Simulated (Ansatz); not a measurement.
SnO$_{3}$

```yaml
crystal:
  lattice:
    - [4.25523, 0.00000, 0.01685]
    - [0.00000, 3.16540, 0.00000]
    - [-0.94136, 0.00000, 7.81249]
  atoms:
    - { symbol: Sn, position: [0.28203, 0.25000, 0.64893] }
    - { symbol: Sn, position: [0.71797, 0.75000, 0.35107] }
    - { symbol: O, position: [0.50374, 0.75000, 0.80702] }
    - { symbol: O, position: [0.12757, 0.75000, 0.80638] }
    - { symbol: O, position: [0.24243, 0.75000, 0.46379] }
    - { symbol: O, position: [0.49626, 0.25000, 0.19298] }
    - { symbol: O, position: [0.87243, 0.25000, 0.19362] }
    - { symbol: O, position: [0.75757, 0.25000, 0.53621] }
```

Space group P2₁/m; a generated structure, not necessarily the stable one.

These are results of DFT PBE, scalar-relativistic, plane waves, PAW (Ansatz), not measurements.

Core electrons are frozen (PAW), and the valence fields are smoothed inside the atomic spheres.

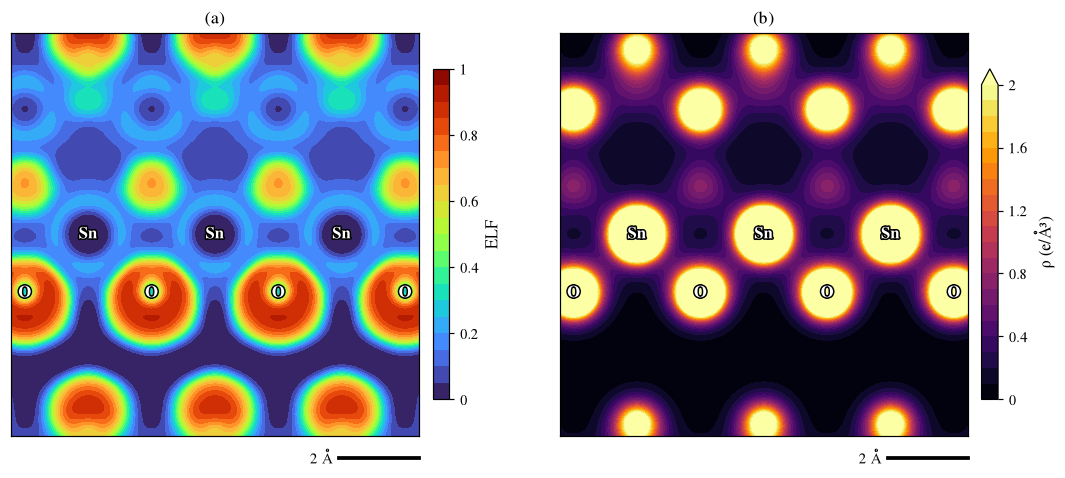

Figure 1. (a) ELF; (b) valence electron density on the (101) plane of the conventional cell.

### Interpret the plot.

The section cuts through Sn and O sites.
Atoms just off the plane (Sn, 0.5 Å away and O, 0.5 Å away) can leave unmarked features too.
Sn–O (2.16 Å): ρ at the midpoint is about 0.54 e/Å³; the ELF peaks at about 0.85 in the valence shell of O, 0.6 Å from its nucleus, and is about 0.20 at the midpoint: no localised pair shows between them.
Between the atoms the lowest density in this plane is 0.007 e/Å³.
The ELF also peaks beside O, away from the bonds: lone-pair regions.

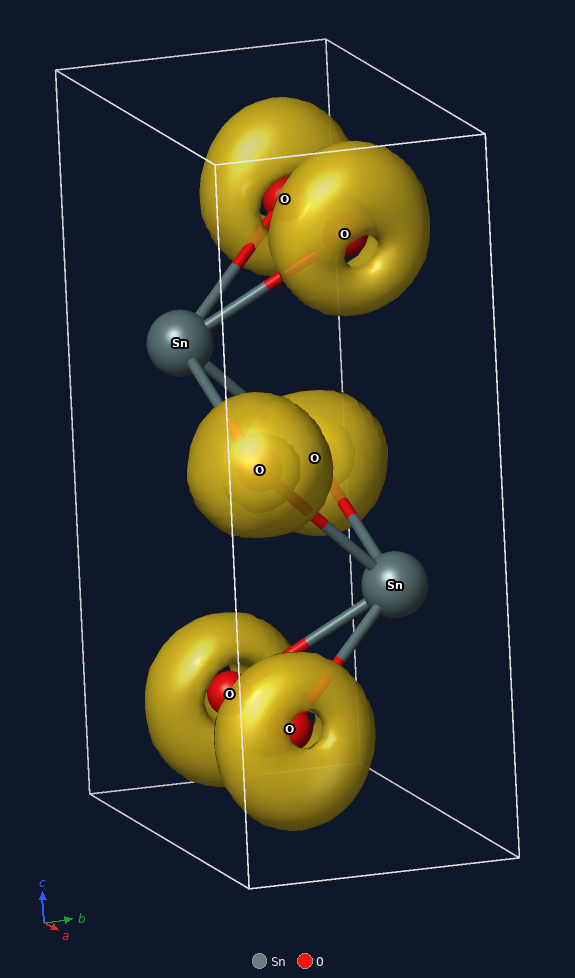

Figure 2. Isosurface of the electron localisation function at 0.75 (yellow), seen slightly off an axis. Core shells and regions of very low density are left out. Sticks mark near contacts.

### Identify the bonds, lone pairs and shells in this picture.

The surface consists of six regions wrapped around O (the valence shell of each), counted in one cell of 8 atoms. Any copies at cell faces, edges or corners count once. Profiles from the grid: Sn–O (2.14 Å): the ELF peaks at about 0.85 in the valence shell of O, 0.6 Å from its nucleus, and is about 0.25 at the midpoint (no shared electron pair shows on this line). Sn–O (2.30 Å): the ELF peaks at about 0.85 in the valence shell of O, 0.6 Å from its nucleus, and drops to about 0.15 between the two atoms (no localised pair shows between them).

### Metal or insulator at this level of theory?

It is gapped, with a Kohn–Sham gap of 0.99 eV on the k-point mesh (the band edges may lie off the mesh, which would make the gap smaller).
